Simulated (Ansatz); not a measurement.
**A series of single points on CaSe**

System: CaSe (Fm-3m, 2 atoms in the cell).
Method: Kohn-Sham DFT of a periodic cell, PBE, Ansatz PAW, no spin polarisation (Ansatz 0.2.0).

The 5 runs differ only in the geometry, by an even scaling of the cell at fixed fractional positions. The structure derives from an entry of the Crystallography Open Database.

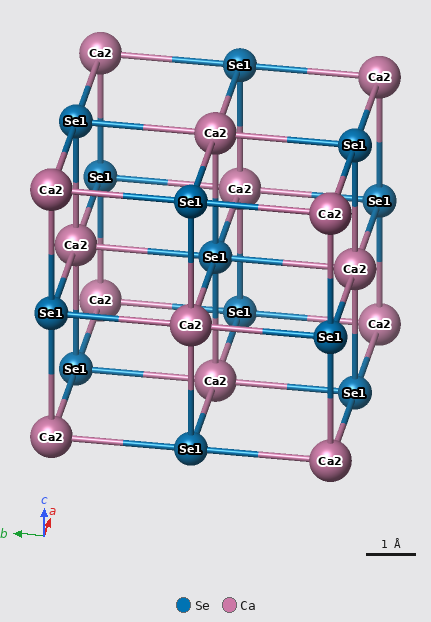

Figure 1. The structure of run 3 (ball-and-stick view of the cell 4 times as large as that of the calculation, set on its symmetry axes, seen at an oblique angle; atoms are numbered from 1 in the order of the input).

## Input of run 3
```yaml
crystal:
  lattice:
    - [0.0, 2.936160476, 2.936160476]
    - [2.936160476, 0.0, 2.936160476]
    - [2.936160476, 2.936160476, 0.0]
  atoms:
    - { symbol: Se, position: [0.5, 0.5, 0.5] }
    - { symbol: Ca, position: [0.0, 0.0, 0.0] }
hamiltonian:
  xc: pbe
  pseudopotentials: { kind: paw }
kpoints:
  mp_grid: { grid: [8, 8, 8] }
scf:
  occupations: { method: fermi_dirac, width: 0.05 }
output:
  forces: true
  stress: true
  eigenvalues: true
```

Command:
```bash
ansatz run input.yaml --threads 2 --pin off --max-ram 5120MiB --backend cpu --events-out ev --progress --plain --runs-dir out
```

Run 2 differs from it as follows:
```diff
-    - [0.0, 2.936160476, 2.936160476]
-    - [2.936160476, 0.0, 2.936160476]
-    - [2.936160476, 2.936160476, 0.0]
+    - [0.0, 2.9160491567, 2.9160491567]
+    - [2.9160491567, 0.0, 2.9160491567]
+    - [2.9160491567, 2.9160491567, 0.0]
```

## Results, with one run withheld

```csv
run,volume per atom (Å³),"free energy per atom, from the lowest run given (meV)",pressure (GPa),gap on the mesh (eV)
1,24.280,28.24,4.86,1.87
2,24.796,?,?,?
3,25.313,5.53,2.28,1.98
4,25.829,0.00,1.17,2.03
5,27.379,2.52,−1.56,2.16
```

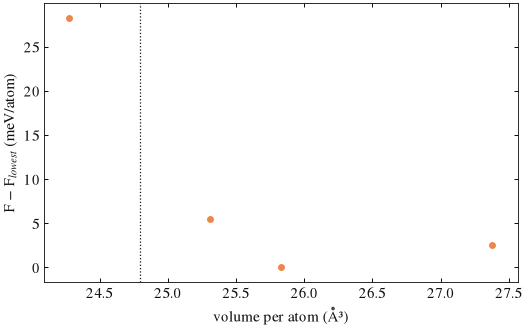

Figure 2. Free energy per atom of the runs given; the dotted line marks run 2.

Estimate the energy of run 2 from the others.

A quadratic polynomial in V^(−2/3) (the Birch–Murnaghan form), fitted to the 4 runs given, misses them by under 0.01 meV per atom. With x = V^(−2/3) − 0.11495 Å⁻², it reads F = 1.4323 + 3191.7 x + 7.0175e+05 x² (meV per atom). At run 2 it gives 14.83 meV per atom, and the run itself gives 14.81. The slope of the fit gives a pressure −dF/dV of 3.50 GPa there, and the run prints 3.50 GPa. The fit has its minimum at 26.440 Å³ per atom, where V d²F/dV² gives 48 GPa: the bulk modulus at this level, since symmetry fixes the shape and the positions. The gap on the mesh goes, without turning, from 1.87 eV in run 1 to 2.16 eV in run 5; run 2 has 1.93 eV. These are gaps of this functional on this mesh, which can miss the band edges; they aren't the measured gap.

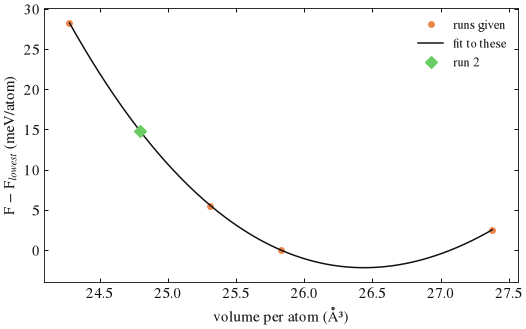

Figure 3. The fit and the withheld run.

## Output, shortened to warnings, some set-up lines, iterations and results (run 2)
```
Basis set: ecut = 420 eV, 941 PW (Γ), exchange–correlation on 60×60×60 points (8 copies of the dense FFT grid, shifted against one another)
Symmetry: 48 space group operations
k-points: 29 of 512
Initial density: superposition of atomic densities (neutral atoms: chi_scale 0, normalization atom), corrected by the library's trained network
[...]
SCF iter   1: F=—  HF=-7289.969120 eV  |F-HF|=—  |Δ(HF+E_count)|=         —  Δρ=4.68e-4  dr2=8.88e-5  ethr=1.77e-3  ⟨swp⟩=6.8  Hψ=2825  notcnv=0
SCF iter   2: F=—  HF=-7289.969053 eV  |F-HF|=—  |Δ(HF+E_count)|=   6.76e-5  Δρ=3.20e-4  dr2=9.19e-5  ethr=3.42e-7  ⟨swp⟩=2.4  Hψ=1130  notcnv=0
SCF iter   3: F=—  HF=-7289.969047 eV  |F-HF|=—  |Δ(HF+E_count)|=   5.24e-6  Δρ=1.30e-4  dr2=4.94e-6  ethr=3.42e-7  ⟨swp⟩=3.0  Hψ=870  notcnv=0
SCF iter   4: F=—  HF=-7289.969056 eV  |F-HF|=—  |Δ(HF+E_count)|=   8.33e-6  Δρ=7.76e-5  dr2=3.09e-6  ethr=1.90e-8  ⟨swp⟩=2.0  Hψ=583  notcnv=0
SCF iter   5: F=-7289.969056 eV  HF=-7289.969056 eV  |F-HF|=6.74e-8  |Δ(HF+E_count)|=   3.76e-7  Δρ=8.54e-6  dr2=7.82e-8  ethr=1.19e-8  ⟨swp⟩=3.0  Hψ=870  notcnv=0
SCF iter   6: F=-7289.969056 eV  HF=-7289.969056 eV  |F-HF|=8.06e-9  |Δ(HF+E_count)|=   2.08e-8  Δρ=2.74e-6  dr2=7.54e-9  ethr=3.01e-10  ⟨swp⟩=2.0  Hψ=1514  notcnv=0
SCF 1 converged in 6 iterations: F = -7289.969056 eV  dr2 = 7.54e-9
SCF converged after 6 iterations
Free energy (F): -7289.969056 eV
Harris-Foulkes:  -7289.969056 eV  (|F-HF|=8.06e-9)
Internal energy: -7289.969056 eV  (E = F + TS)
E sigma→0 (E₀):  -7289.969056 eV
Fermi energy:    8.542619 eV
--- Per-component energies (eV) ---
  E_band       = -498.069546
  E_kinetic    = 399.985161
  E_local      = -3148.802585  (includes V_loc(G=0)·N_el)
  E_nonlocal   = -533.283735
  E_hartree    = 1450.318708
  E_xc         = -243.777561
  E_vxc        = -272.476415  (∫ρ·V_xc dr)
  E_paw        = -2768.922920  (= ΣΔE_a)
  E_vpaw       = 155.868007  (= ΣTr[D̂ρ^β])
  E_aug_tail   = -0.000617  (compensation charges beyond the density's cutoff)
  E_ewald      = -2445.485506
  E_smearing   = -0.000000  (= −TS)
  E_closure    = -0.000000  (closes the sum)
  Σ components = -7289.969056   (vs F -7289.969056, Δ=0.00e0)
--- Forces (eV/Å), atoms counted from 1 ---
  atom   1  Se     0.00000000    -0.00000000    -0.00000000
  atom   2  Ca    -0.00000000     0.00000000     0.00000000
  max |Σ_I F_I| component: 1.43e-29 eV/Å
--- Stress (GPa, compression-positive) ---
        3.500877      -0.000000       0.000000
        0.000000       3.500877       0.000000
       -0.000000       0.000000       3.500877
  P = ⅓ Tr σ = 3.5009 GPa (35.009 kbar)
```
